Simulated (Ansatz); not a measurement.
# Al(111) / 1 layer Ti(0001) / Al(111): resistance against film thickness, part 2 of 2

How does the resistance across the layers grow with the film in Al(111) / 1 layer Ti(0001) / Al(111)?

Ansatz 0.2.0; Ansatz plane-wave DFT, PBE, PAW files; ballistic transport by layer matching (Landauer), zero bias; PAW set soft_1 (the session's first sound run).

So far. Step 4 (With 5 layers, k-mesh 15×15×1, film layers 5): The conductance of the junction is 2.9e14 S/m², 19 % under the 3.6e14 S/m² of the last finished run, no more than the error estimates, leads' steps apart, of 12 and 10 % together.

### Step 5. With 7 layers, k-mesh 15×15×1, film layers 7

The stack now holds 7 film layers; the k-mesh follows the cell, and the energies span -0.27 to 0.27 eV.

System of this step: Al(111) / 7 layers Ti(0001) / Al(111). The cell holds 15 atoms: 8 Al and 7 Ti. Its edges and angles: a = 2.862 Å, b = 2.862 Å, c = 36.118 Å, α = 90.0°, β = 90.0°, γ = 120.0°. It derives from Al and Ti. Regions: lead, 8 atoms (8 Al); films, 7 atoms (7 Ti). The structure is stacked along c, and the current runs across the ab planes.

Contents of input.yaml:

```yaml
crystal:
  lattice:
    - [2.862347037, 0.0, 0.0]
    - [-1.4311735185, 2.4788652485, 0.0]
    - [0.0, 0.0, 36.1176403808]
  atoms:
    - { symbol: Al, position: [0.0, 0.0, 0.0323539487] }
    - { symbol: Al, position: [0.3333333333, 0.6666666667, 0.0970618461] }
    - { symbol: Al, position: [0.6666666667, 0.3333333333, 0.1617697436] }
    - { symbol: Al, position: [0.0, 0.0, 0.226477641] }
    - { symbol: Ti, position: [0.3333333333, 0.6666666667, 0.2932842198] }
    - { symbol: Ti, position: [0.6666666667, 0.3333333333, 0.3621894798] }
    - { symbol: Ti, position: [0.3333333333, 0.6666666667, 0.4310947399] }
    - { symbol: Ti, position: [0.6666666667, 0.3333333333, 0.5] }
    - { symbol: Ti, position: [0.3333333333, 0.6666666667, 0.5689052601] }
    - { symbol: Ti, position: [0.6666666667, 0.3333333333, 0.6378105202] }
    - { symbol: Ti, position: [0.3333333333, 0.6666666667, 0.7067157802] }
    - { symbol: Al, position: [0.6666666667, 0.3333333333, 0.773522359] }
    - { symbol: Al, position: [0.0, 0.0, 0.8382302564] }
    - { symbol: Al, position: [0.3333333333, 0.6666666667, 0.9029381539] }
    - { symbol: Al, position: [0.6666666667, 0.3333333333, 0.9676460513] }
kpoints:
  mp_grid: { grid: [15, 15, 1] }
hamiltonian:
  xc: pbe
  pseudopotentials: { kind: paw, azcp: { folder: soft_1 } }
scf:
  occupations: { method: fermi_dirac, width: 0.1 }
output:
  transmission:
    leads: [[0, 1]]
    kmesh: [30, 30]
    e_range: [-0.27, 0.27]
    de: 0.036
  write_potential: true
  write_density: true
  volumetric_format: npy
```

On the command line:

```sh
$ ansatz run input.yaml --threads 4 --pin off --max-ram 15360MiB --backend cpu --events-out ev --progress --plain --runs-dir out
```

Numbers of over 12 decimals in the logs are rounded to 6 here.

What it wrote:

```text
[...]
Crystal: 15 atoms, lattice volume = 256.268 Å³
Basis set: ecut = 420 eV, 5017 PW (Γ)
Bands: 69, of which v1, the nominal top of the filled ones, is band 54 counted from 1 (53 counted from 0)
Symmetry: 6 space group operations
[...]
k-points: 27 of 225 (time reversal used)
[...]
--- Transmission ---
  basis      : 61 plane waves across, 45 finite elements along
  points     : 91, standing for a mesh of 30 x 30
[...]
filled         : 2.2 meV over the level at which it is neutral
    channels       : 1.341111e0 a spin
[...]
slowest decay  : 0.0124 /Å at (0.3333, 0.3000)
  junction   : crystal 0 to crystal 0, 0.70 to 34.48 Å
    transmission   : 2.012910e-1 a spin
[...]
resistance     : 3.3317e-3 Ω µm² beyond half of each lead's own
[key lines of the parts left out:]
SCF converged after 9 iterations
Free energy (F): -21798.061019 eV
Fermi energy:    10.306088 eV
```

The job ended after 45 s (4 threads of Intel Xeon Platinum 8488C (Sapphire Rapids), shared host; peak memory 0.94 GiB).

This step gave:

* free energy: -21798.0610 eV
* energy at zero smearing: -21797.8530 eV
* Fermi energy: 10.31 eV
* step of the lead's potential: 7.2 meV
* lead conductance per cell: 1.349 G₀
* conductance of the junction: 2.49e14 S/m²
* junction conductance per cell: 0.2283 G₀
* estimated errors of the junction's conductance: 2.6, 0, 9.2, 16.9, 0.4 % (energy step, band edges, k-mesh, leads' steps, distance from neutral)
* area resistance that the stack adds (contact term taken off, spin by spin): 3.332 fΩ m²

Per spin. Table of transmission, zone mean by energy, zero at the Fermi level:

```tsv
energy (eV)	transmission, zone mean
-0.270	0.200
-0.234	0.158
-0.198	0.162
-0.162	0.155
-0.126	0.180
-0.090	0.188
-0.054	0.229
-0.018	0.281
0.018	0.201
0.054	0.179
0.090	0.219
0.126	0.278
0.162	0.270
0.198	0.346
0.234	0.306
0.270	0.321
```

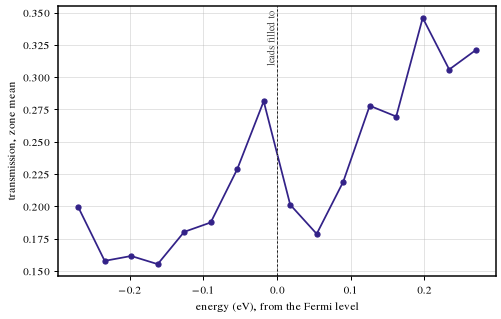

Transmission, zone mean, plotted against energy.

The conductance of the junction is 2.5e14 S/m², 14 % under the 2.9e14 S/m² of the last finished run, no more than the error estimates, leads' steps apart, of 10 and 9.2 % together. The estimate from the leads' steps, 17 %, is larger still.

### Step 6. With 9 layers, k-mesh 15×15×1, film layers 9

The stack now holds 9 film layers; the k-mesh follows the cell, and the energies span -0.27 to 0.27 eV.

System of this step: Al(111) / 9 layers Ti(0001) / Al(111). The cell holds 17 atoms: 8 Al and 9 Ti. Cell: a = 2.862 Å, b = 2.862 Å, c = 41.095 Å, α = 90.0°, β = 90.0°, γ = 120.0°. It derives from Al and Ti. Regions: lead, 8 atoms (8 Al); films, 9 atoms (9 Ti). The structure is stacked along c, and the current runs across the ab planes.

input.yaml, the sections that differ from step 5:

```yaml
crystal:
  lattice:
    - [2.862347037, 0.0, 0.0]
    - [-1.4311735185, 2.4788652485, 0.0]
    - [0.0, 0.0, 41.0950311887]
  atoms:
    - { symbol: Al, position: [0.0, 0.0, 0.0284352694] }
    - { symbol: Al, position: [0.3333333333, 0.6666666667, 0.0853058083] }
    - { symbol: Al, position: [0.6666666667, 0.3333333333, 0.1421763472] }
    - { symbol: Al, position: [0.0, 0.0, 0.1990468861] }
    - { symbol: Ti, position: [0.3333333333, 0.6666666667, 0.257761916] }
    - { symbol: Ti, position: [0.6666666667, 0.3333333333, 0.318321437] }
    - { symbol: Ti, position: [0.3333333333, 0.6666666667, 0.378880958] }
    - { symbol: Ti, position: [0.6666666667, 0.3333333333, 0.439440479] }
    - { symbol: Ti, position: [0.3333333333, 0.6666666667, 0.5] }
    - { symbol: Ti, position: [0.6666666667, 0.3333333333, 0.560559521] }
    - { symbol: Ti, position: [0.3333333333, 0.6666666667, 0.621119042] }
    - { symbol: Ti, position: [0.6666666667, 0.3333333333, 0.681678563] }
    - { symbol: Ti, position: [0.3333333333, 0.6666666667, 0.742238084] }
    - { symbol: Al, position: [0.6666666667, 0.3333333333, 0.8009531139] }
    - { symbol: Al, position: [0.0, 0.0, 0.8578236528] }
    - { symbol: Al, position: [0.3333333333, 0.6666666667, 0.9146941917] }
    - { symbol: Al, position: [0.6666666667, 0.3333333333, 0.9715647306] }
# kpoints, hamiltonian, scf, output: as in step 5
```

What it wrote:

```text
[...]
Crystal: 17 atoms, lattice volume = 291.585 Å³
Basis set: ecut = 420 eV, 5705 PW (Γ)
Bands: 83, of which v1, the nominal top of the filled ones, is band 66 counted from 1 (65 counted from 0)
Symmetry: 6 space group operations
[...]
k-points: 27 of 225 (time reversal used)
[...]
--- Transmission ---
  basis      : 61 plane waves across, 51 finite elements along
  points     : 91, standing for a mesh of 30 x 30
[...]
filled         : 1.0 meV under the level at which it is neutral
    channels       : 1.354444e0 a spin
[...]
slowest decay  : 0.0161 /Å at (0.3333, 0.3000)
  junction   : crystal 0 to crystal 0, 0.70 to 39.46 Å
    transmission   : 1.338521e-1 a spin
[...]
resistance     : 5.2682e-3 Ω µm² beyond half of each lead's own
[key lines of the parts left out:]
SCF converged after 9 iterations
Free energy (F): -26797.361931 eV
Fermi energy:    10.626802 eV
```

Run time: 58 s. Hardware: 4 threads; peak memory 1.1 GiB; 3.6 min of CPU time.

Numbers from this step:

| Quantity | Value |
| --- | --- |
| free energy | -26797.3619 eV |
| energy at zero smearing | -26797.1101 eV |
| Fermi energy | 10.63 eV |
| step of the lead's potential | 7.6 meV |
| lead conductance per cell | 1.348 G₀ |
| conductance of the junction | 1.68e14 S/m² |
| junction conductance per cell | 0.1540 G₀ |
| estimated errors of the junction's conductance | 0.2, 0, 14.8, 22.6, 0 % (energy step, band edges, k-mesh, leads' steps, distance from neutral) |
| area resistance that the stack adds (contact term taken off, spin by spin) | 5.268 fΩ m² |

Per spin. The transmission, zone mean by energy, zero at the Fermi level:

```tsv
energy (eV)	transmission, zone mean
-0.270	0.198
-0.234	0.149
-0.198	0.143
-0.162	0.155
-0.126	0.175
-0.090	0.230
-0.054	0.180
-0.018	0.127
0.018	0.134
0.054	0.167
0.090	0.192
0.126	0.303
0.162	0.294
0.198	0.280
0.234	0.284
0.270	0.363
```

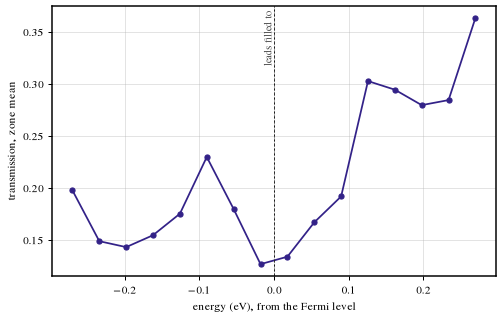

Transmission, zone mean, plotted against energy.

The conductance of the junction is 1.7e14 S/m², 33 % under the 2.5e14 S/m² of the last finished run.

### Step 7. Cost and result by level

Times are for 4 threads of Intel Xeon Platinum 8488C (Sapphire Rapids), shared host. The runs compared:

```tsv
no.	film layers	area resistance that the stack adds (contact term taken off, spin by spin) (fΩ m²)	conductance of the junction (S/m²)	time	memory (GiB)
1	1	1.406	4.79e14	45 s	0.58
2	3	2.124	3.57e14	27 s	0.60
3	5	2.779	2.89e14	36 s	0.78
4	7	3.332	2.49e14	45 s	0.94
5	9	5.268	1.68e14	58 s	1.1
```

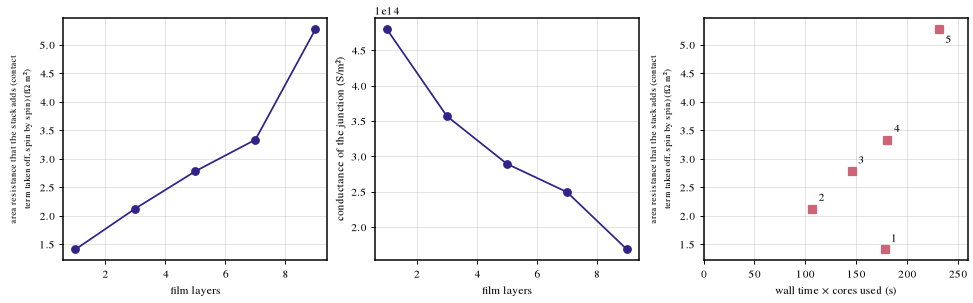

The series as plots; the last panel sets the first result against cost, with the runs numbered as in the table.

### Step 8. With 3 layers

This step: Ansatz plane-wave DFT, PBE, PAW files; ballistic transport by layer matching (Landauer), zero bias; changed: output.transmission.e_range = [-3, 3], output.transmission.de = 0.035, output.transmission.kmesh = [45, 45]; PAW set soft_1 (Ansatz 0.2.0).

System of this step: Al(111) / 3 layers Ti(0001) / Al(111). The cell holds 11 atoms: 8 Al and 3 Ti. Cell: a = 2.862 Å, b = 2.862 Å, c = 26.163 Å, α = 90.0°, β = 90.0°, γ = 120.0°. It derives from Al and Ti. Regions: lead, 8 atoms (8 Al); films, 3 atoms (3 Ti). The structure is stacked along c, and the current runs across the ab planes.

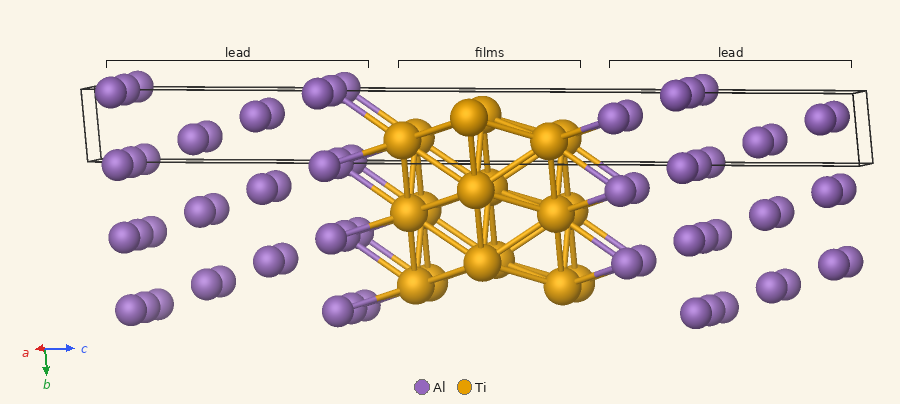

The cell of this step (aluminium purple, titanium orange). Bonds to atoms that aren't drawn are left out. 2×3×1 cells are drawn. Some periodic images of atoms are drawn too.

Contents of input.yaml:

```yaml
crystal:
  lattice:
    - [2.862347037, 0.0, 0.0]
    - [-1.4311735185, 2.4788652485, 0.0]
    - [0.0, 0.0, 26.1628587651]
  atoms:
    - { symbol: Al, position: [0.0, 0.0, 0.044664396] }
    - { symbol: Al, position: [0.3333333333, 0.6666666667, 0.133993188] }
    - { symbol: Al, position: [0.6666666667, 0.3333333333, 0.22332198] }
    - { symbol: Al, position: [0.0, 0.0, 0.3126507721] }
    - { symbol: Ti, position: [0.3333333333, 0.6666666667, 0.4048767787] }
    - { symbol: Ti, position: [0.6666666667, 0.3333333333, 0.5] }
    - { symbol: Ti, position: [0.3333333333, 0.6666666667, 0.5951232213] }
    - { symbol: Al, position: [0.6666666667, 0.3333333333, 0.6873492279] }
    - { symbol: Al, position: [0.0, 0.0, 0.77667802] }
    - { symbol: Al, position: [0.3333333333, 0.6666666667, 0.866006812] }
    - { symbol: Al, position: [0.6666666667, 0.3333333333, 0.955335604] }
kpoints:
  mp_grid: { grid: [15, 15, 1] }
hamiltonian:
  xc: pbe
  pseudopotentials: { kind: paw, azcp: { folder: soft_1 } }
scf:
  occupations: { method: fermi_dirac, width: 0.1 }
output:
  transmission: { leads: [[0, 1]], kmesh: [45, 45], e_range: [-3, 3], de: 0.035 }
  write_potential: true
  write_density: true
  volumetric_format: npy
```

What it wrote:

```text
[...]
Crystal: 11 atoms, lattice volume = 185.635 Å³
Basis set: ecut = 420 eV, 3639 PW (Γ)
Bands: 41, of which v1, the nominal top of the filled ones, is band 30 counted from 1 (29 counted from 0)
Symmetry: 6 space group operations
[...]
k-points: 27 of 225 (time reversal used)
[...]
SCF iter   1: F=—  HF=-11811.453454 eV  |F-HF|=—  |Δ(HF+E_count)|=         —  Δρ=9.35e-2  dr2=1.35e3  ethr=3.10e-3  ⟨swp⟩=7.5  Hψ=4853  notcnv=0
[...]
SCF iter  10: F=-11799.461485 eV  HF=-11799.461486 eV  |F-HF|=1.09e-8  |Δ(HF+E_count)|=   1.13e-8  Δρ=8.36e-7  dr2=1.14e-8  ethr=1.67e-10  ⟨swp⟩=7.1  Hψ=3606  notcnv=0
SCF 1 converged in 10 iterations: F = -11799.461485 eV  dr2 = 1.14e-8
[...]
transmission: 672 of 6720 steps passed
transmission: 1345 of 6720 steps passed
[...]
transmission: 6720 of 6720 steps passed
SCF converged after 10 iterations
Free energy (F): -11799.461485 eV
[...]
Internal energy: -11799.216156 eV  (E = F + TS)
E sigma→0 (E₀):  -11799.338821 eV
Entropy (-TS):   -0.245330 eV (-22.303 meV/atom)
Fermi energy:    9.277026 eV
[...]
--- Band table (eV; the first three rows and the last of 27) ---
  k-point 0: bands = [... 26 lower, 9.1549, 9.4797, 10.2673, 10.2673, 10.3048, 10.3299, 10.3299, 10.5002, ... 7 higher]
  k-point 1: bands = [... 26 lower, 9.1001, 9.4968, 10.1678, 10.2387, 10.3334, 10.3571, 10.4139, 10.4276, ... 7 higher]
  k-point 2: bands = [... 26 lower, 8.9701, 9.5217, 9.9383, 9.9994, 10.2314, 10.4334, 10.6145, 10.6493, ... 7 higher]
  k-point 26: bands = [... 26 lower, 7.9849, 8.0893, 8.2627, 8.2711, 8.2887, 8.3106, 8.3587, 8.8484, ... 7 higher]
--- Transmission ---
  basis      : 61 plane waves across, 35 finite elements along
  points     : 192, standing for a mesh of 45 x 45
[...]
filled         : 0.1 meV over the level at which it is neutral
    channels       : 1.360494e0 a spin
[...]
slowest decay  : 0.0232 /Å at (0.3111, 0.2889)
  junction   : crystal 0 to crystal 0, 0.70 to 24.52 Å
    transmission   : 3.304832e-1 a spin
    conductance    : 3.5690e14 S/m² at 300 K (3.5779e14 on every other energy)
[...]
resistance     : 2.1212e-3 Ω µm² beyond half of each lead's own
```

Wall time 5.6 min (4 threads); peak memory 0.77 GiB.

This step gave:

* free energy: -11799.4615 eV
* energy at zero smearing: -11799.3388 eV
* Fermi energy: 9.277 eV
* step of the lead's potential: 4.9 meV
* estimated errors of the lead's conductance: 0, 0 % (the terms that the log lists; one has no estimate)
* lead conductance per cell: 1.345 G₀
* conductance of the junction: 3.57e14 S/m²
* junction conductance per cell: 0.3268 G₀
* estimated errors of the junction's conductance: 0.2, 0, 5.1, 0 % (the terms that the log lists; one has no estimate)
* area resistance that the stack adds (contact term taken off, spin by spin): 2.121 fΩ m²

Per spin. Transmission, zone mean against energy, zero at the Fermi level:

```tsv
energy (eV)	transmission, zone mean
-3.000	0.262
-2.510	0.351
-2.090	0.483
-1.985	0.452
-1.495	0.242
-1.005	0.300
-0.515	0.534
0.010	0.330
0.185	0.465
0.500	0.412
0.710	0.424
0.990	0.322
1.410	0.376
1.515	0.337
2.005	0.364
2.495	0.525
```

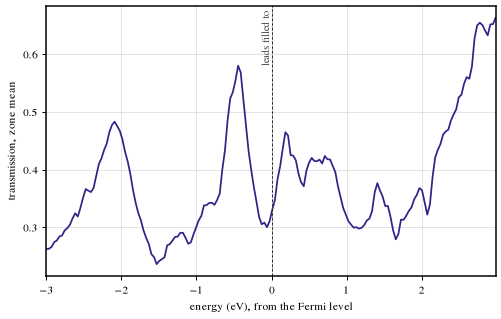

Transmission, zone mean against energy.

With the changed settings the conductance of the junction moves by 0.076 % from the earlier run's 3.6e14 S/m².

### Step 9. Results

```yaml
area_resistance_1_layer: 1.41 fΩ m²
area_resistance_3_layers: 2.12 fΩ m²
area_resistance_5_layers: 2.78 fΩ m²
area_resistance_7_layers: 3.33 fΩ m²
area_resistance_9_layers: 5.27 fΩ m²
```

In words: The stack adds 1.4 fΩ m² with 1 layer and 5.3 fΩ m² with 9. From 3 to 9 layers it grows by 148 %; nothing scatters inside a perfect film, so this is no ohmic growth, and the error estimates, with the leads' steps, cover part of it. Atoms sit on ideal sites and aren't relaxed. The program's error estimates for the conductances, leads' steps apart, run from 8 to 15 %. The program's estimate of the error from the leads' steps alone runs to 23 %, although the steps are small; only longer leads would test it. Ti(0001) is compressed by 3.0 % in plane to fit Al(111).

[Logs are printed without paths, hosts, clocks, repeated set-up lines and the standing remarks that a program may print on its own settings, such as how far it seeks lower states.]

[Hosts, paths, dates, database ids (printed as entryN), source tags and the programs' standing remarks are cut or masked in the printed files.]
